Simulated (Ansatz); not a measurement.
Input

```
crystal:
  lattice:
    - [3.349893942, 1.9340621692, 3.3946122581]
    - [-3.349893942, 1.9340621692, 3.3946122581]
    - [0.0, -3.8681243384, 3.3946122581]
  atoms:
    - { symbol: La, position: [0.0, 0.2960052688, 0.7039947312] }
    - { symbol: La, position: [0.7039947312, 0.0, 0.2960052688] }
    - { symbol: La, position: [0.2960052688, 0.7039947312, 0.0] }
    - { symbol: B, position: [0.1964849675, 0.1964849675, 0.1964849675] }
    - { symbol: B, position: [0.8035150325, 0.8035150325, 0.8035150325] }
basis:
  ecutwfc: 420
kpoints:
  mp_grid: { grid: [6, 6, 6] }
hamiltonian:
  xc: pbe
scf:
  occupations: { method: gaussian, width: 0.1 }
output:
  forces: true
  stress: true
  eigenvalues: true
  write_density: true
  write_potential: true
  elf: true
  volumetric_format: npy
relax:
  adjacent_minimum: "off"
  f_tol: 0.01
  max_steps: 80
  cell: { stress_tol: 0.05 }
```

Run with:

```sh
ansatz run input.yaml --threads 1 --pin off --max-ram 2560MiB --backend cpu --events-out ev --progress --plain --runs-dir out
```

Below, planes, directions and counts refer to the conventional cell (a = 6.70 Å, b = 6.70 Å, c = 10.18 Å, α = 90.00°, β = 90.00°, γ = 120.00°).

The fields are those of the relaxed geometry.

Space group R32; a structure generated by program, which may or may not match a known phase; computed without spin polarisation.

Level of theory: Ansatz, DFT PBE, scalar-relativistic, plane waves, PAW.

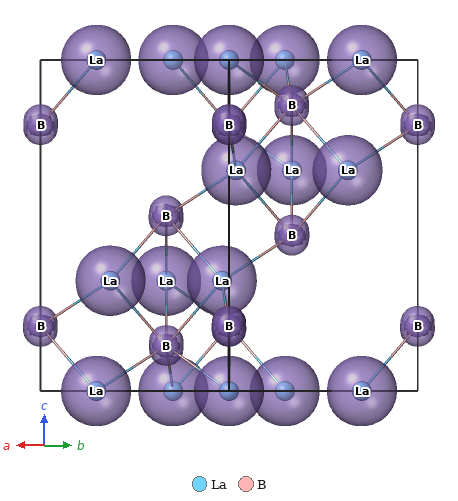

La3B2. Isosurface of the valence charge density (pseudo) at 0.6 e/Å³ (purple), seen along [110]. Sticks mark near contacts.

The density is the valence pseudo-density of a PAW calculation; it isn't the true density close to the nuclei.

What does this surface tell about the bonding?

Answer. At this value the density breaks into separate islands; it holds about 50 % of the electrons treated as valence (semicore included). It bridges none of the near contacts. It is pinched off along the shortest La–B (2.75 Å) and La–B (2.82 Å) contacts. On the grid the lowest density along these lines, outside the cores, is 0.27 e/Å³ (La–B, 2.75 Å) and 0.26 e/Å³ (La–B, 2.82 Å).

Metal or insulator at this level of theory?

Answer. It is gapless in this calculation (a metal or semimetal).
